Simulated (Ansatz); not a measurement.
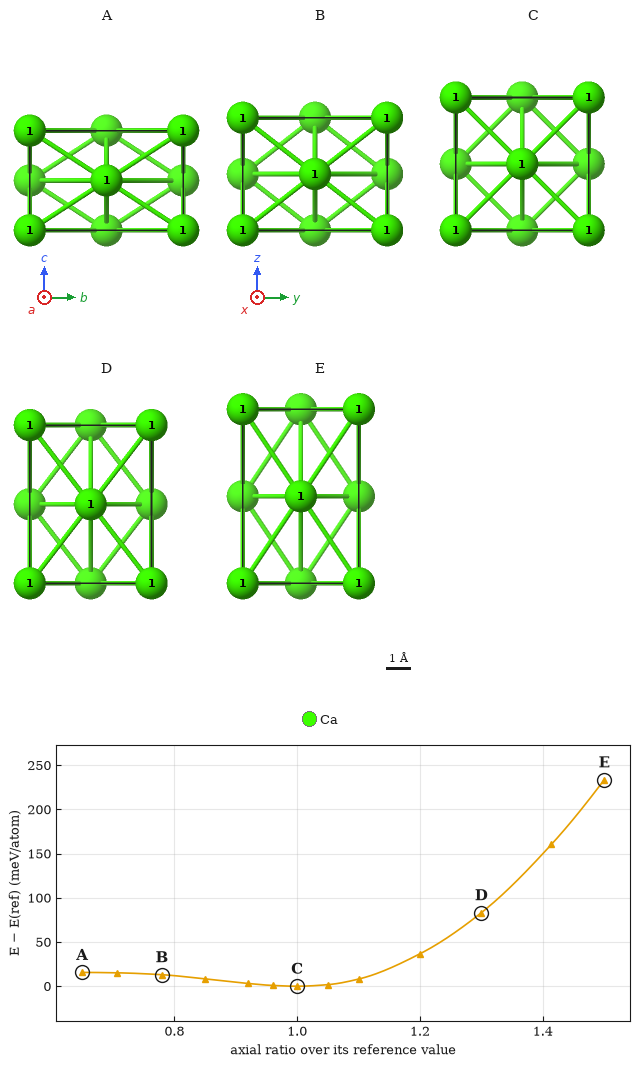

Energy scan for a crystal of Ca (Fm-3m), in which the ratio of the cell's length along z to its lengths across, counted as 1 for the reference, is changed at fixed volume (a tetragonal or Bain path), with the atoms kept at their fractional coordinates. x, y and z are the Cartesian axes of the input. The lettered frames are marked on the plot. A ball-and-stick model of the conventional cell (4 times the calculation's cell), seen along the a axis. Lengths and directions refer to the drawn axes.

Theory: DFT PBEsol, scalar-relativistic, plane waves, PAW in Ansatz 0.2.0. Set-up: plane-wave cutoff 420 eV; k-point mesh 16 × 16 × 16; occupations gaussian; smearing width 0.15 eV; no spin polarisation. Energies (free energies at the smearing named) are counted from the cell as listed in its source, which wasn't relaxed.

### What does the scan show?

Of the computed points the lowest is at the relative ratio 1.00, 0.0 meV/atom. The unrelaxed reference is under a pressure of −1.2 GPa. The distortion takes the space group from Fm-3m to I4/mmm, except for Im-3m at 0.707. At the relative ratio 1.50 the cell of the drawing goes a 5.588 → 4.882 Å, b 5.588 → 4.882 Å, c 5.588 → 7.323 Å.
